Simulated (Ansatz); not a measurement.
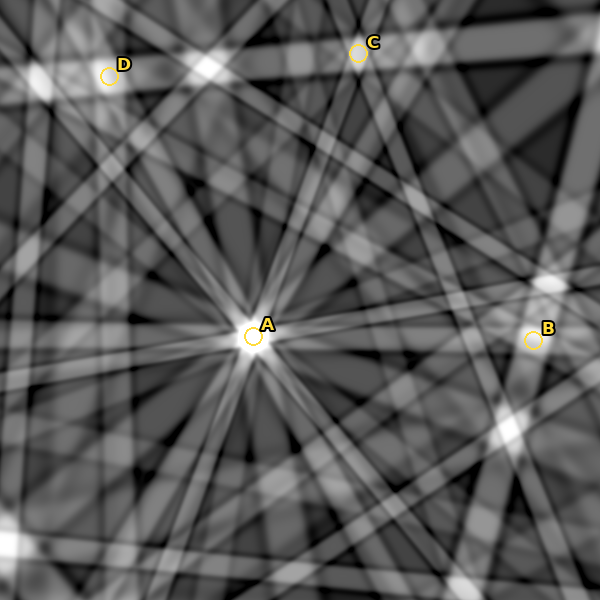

Simulated Kikuchi (electron backscatter) pattern at 15 kV: kinematic bands of width 2θ(Bragg) in gnomonic projection, seen from the camera side; the frame spans ±37° from its centre. Crystal: Pd, space group Ia-3 (No. 206), a = 6.894 Å. Structure: coordinates from a relaxation with Ansatz 0.2.0, DFT PBE, scalar-relativistic, plane waves, PAW; the starting structure was generated, so it need not be a known form of this composition.

Pole A is [111] and pole B is [302].

Q: Index the poles C and D.

A: C is [210], 39.2° from A and 41.9° from B. D is [230], 36.8° from A and 62.5° from B.

Q: Which band joins A and B, and how wide is it?

A: It comes from the planes common to both zones. The strongest order is 2 1 -3 with d = 1.842 Å, so the band is 2θ = 3.1° wide (λ = 0.0994 Å).
